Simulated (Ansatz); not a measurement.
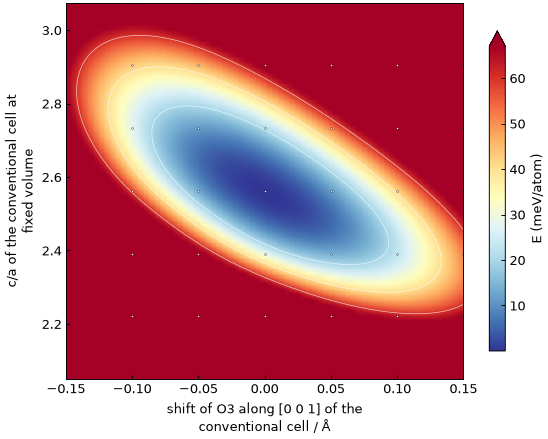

TiO2 (I4_1/amd, No. 141; 6 atoms in the cell). The energy is mapped over a free internal coordinate and the cell. The first coordinate is: shift of O3 along [0 0 1] of the conventional cell, Cartesian (0 0 1), its symmetry partners moved as symmetry demands (measured in the relaxed cell); the second: c/a of the conventional cell at fixed volume. Nothing is relaxed (all other coordinates fixed). The grid has 7 × 7 points. Points are written as (first, second). Energies: meV/atom, counted from the lowest grid point. Method: DFT PBE+U, scalar-relativistic, plane waves, PAW in Ansatz. Settings: cutoff 520 eV, k-mesh 8×8×8, gaussian smearing 0.05 eV, U_eff Ti 4 eV, no spin polarisation.

Drawn: a smooth colour map with a few white contour lines, dots at the grid points, one colour for all values above the top of the scale. Between grid points the surface is interpolated.

Q: Where is the minimum, and how stiff is the well along each coordinate?

A: The interpolated minimum is at the first coordinate ≈ 0.000 Å, the second coordinate ≈ 2.562. The curvatures there are about 59 eV/Å² and 10 eV, with a cross term of about 17 eV/Å (per cell of 6 atoms). Round the minimum the valley is strongly tilted: raising the first coordinate shifts the best value of the second coordinate downwards (coupling k₁₂/√(k₁₁k₂₂) about 0.7).

PAW datasets: the set soft_1.
